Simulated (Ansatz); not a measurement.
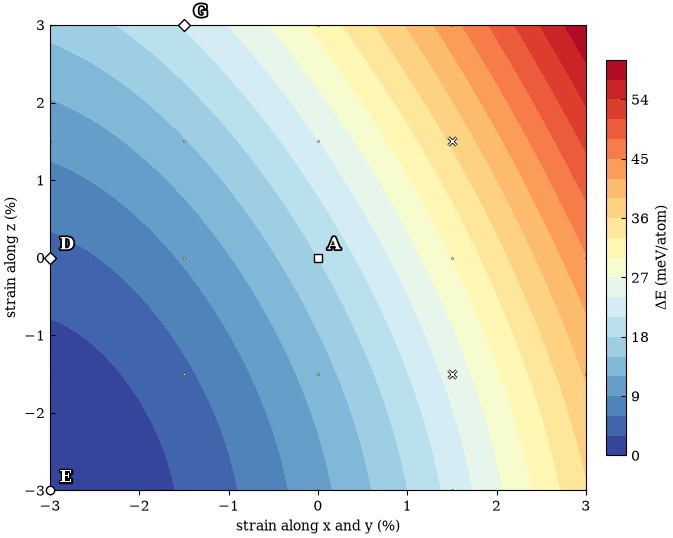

KBr (Fm-3m, No. 225; 2 atoms in the cell). The cell is strained homogeneously, by one strain along x and y and another along z, with fractional coordinates fixed (x, y and z along the cube axes). Coordinates scanned: (1) strain along x and y; (2) strain along z. The grid has 5 × 5 points. At 2 points there is no value. Points are written as (first, second). All energies are given in meV/atom relative to the lowest grid point. The reference cell is the one listed in the database, not relaxed at this level. Computed with Ansatz 0.2.0, DFT LDA, scalar-relativistic, plane waves, PAW. Settings: cutoff 420 eV, k-mesh 6×6×6, gaussian smearing 0.05 eV, no spin polarisation.

Drawn: filled contours, crosses at grid points without a value, dots at the grid points, lettered points. Between grid points the surface is interpolated.

Question: Is G the lowest point of the computed grid?

Answer: No. G lies 21.3 meV/atom above the lowest grid point, which is at (−3.0 %, −3.0 %).

Question: Rank the lettered points by energy, lowest first.

Answer: E (0.0 meV/atom), D (5.0 meV/atom), A (18.0 meV/atom), G (21.3 meV/atom).
